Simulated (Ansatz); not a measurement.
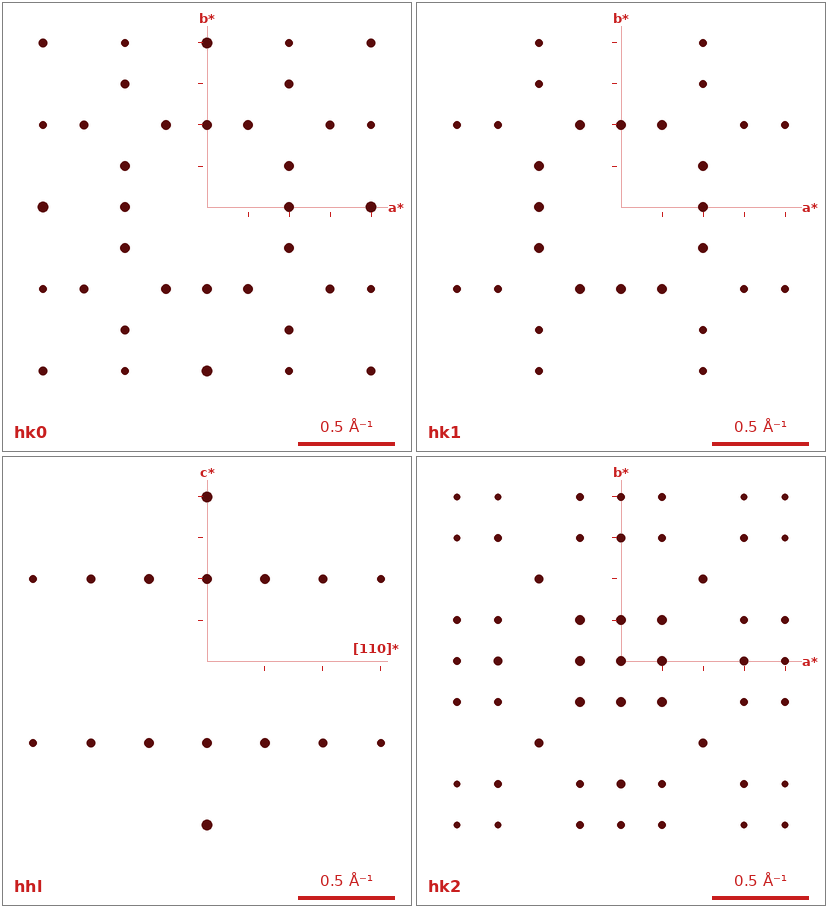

Simulated precession-type sections (X-rays; kinematic intensities, B = 0.5 Å²). The ticks mark integer indices of the conventional cell.

What cell do the layers give?

a* = 0.214, b* = 0.214, c* = 0.214 Å⁻¹; the cell is cubic with a = 4.67 Å.

Which reflection conditions do the layers show?

Reflections are present only under these conditions. hkl: no condition; hk0: no condition; hhl: l = 2n; h00: h = 2n. The lattice is primitive (P). Further gaps, such as 0 4 1, 4 0 1, 1 4 0, come from atoms on special positions, not from the group's general conditions. A few very weak reflections are below the display threshold.

Which space groups fit?

The intensities have Laue symmetry m-3m (the hk0 layer shows 4mm, hk1 shows 4mm). With these conditions the candidates are P-43n (No. 218), Pm-3n (No. 223). Diffraction geometry alone does not choose among them; the structure has Pm-3n. The compound is Cu. Structure: coordinates from a relaxation with DFT, RPBE, plane waves (420 eV) with PAW, scalar-relativistic in Ansatz; the starting structure was generated, so it need not be a known form of this composition.
